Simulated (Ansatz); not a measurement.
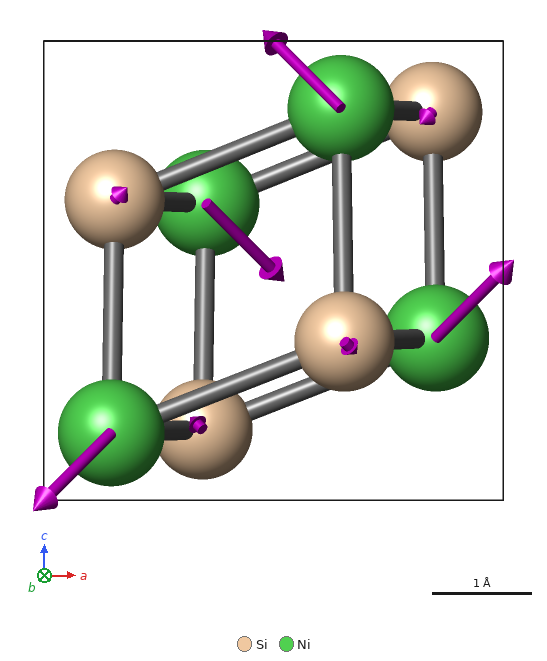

A relaxation of crystalline SiNi (set up in P2_13). The starting structure is drawn; purple arrows show the displacements, magnified 50 times.

The picture is a ball-and-stick view of the cell of the calculation, seen along the b axis.

Case: volume × 1.10, shape and atoms relaxed.

Level of theory: DFT PBE, scalar-relativistic, plane waves, PAW (Ansatz). Set-up: plane-wave cutoff 420 eV; k-point mesh 8 × 8 × 8; occupations gaussian; smearing width 0.1 eV; no spin polarisation; atoms relaxed in a fixed cell; force threshold 0.01 eV/Å; at most 30 steps.

> Describe the change and its energy.

The largest moves, 0.028 Å, are those of Ni atoms. Largest moves by element: Ni 0.028 Å, Si 0.004 Å. The cell stays as it was. Some distances before and after: Ni–Si 2.433 → 2.410 Å, Ni–Si 2.543 → 2.565 Å, Ni–Si 2.478 → 2.466 Å. The space group stays P2_13 (No. 198). Over 2 geometry steps the energy falls by 1.8 meV per cell of the calculation. Largest force component: 0.02 eV/Å at the start, 0.0093 eV/Å at the end. The run took 39 s on 2 threads of Arm Neoverse V1 (shared host), peak memory 0.47 GiB.
